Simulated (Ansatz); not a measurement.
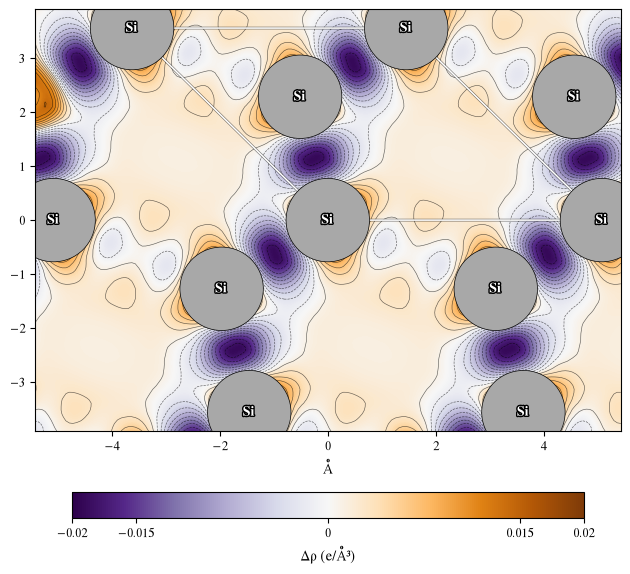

Si. Difference of the valence pseudo-densities of two functionals at the same geometry, on the (001) plane of the calculation cell: one of PBEsol and r2SCAN less the other.

Both computed with Ansatz (plane waves, PAW), on the same k-point mesh. Grey discs cover the atomic cores.

Which was subtracted from which, and what does the map show?

It is PBEsol less r2SCAN. Against r2SCAN, PBEsol gives a change of −0.019 e/Å³ at the midpoint of Si–Si.
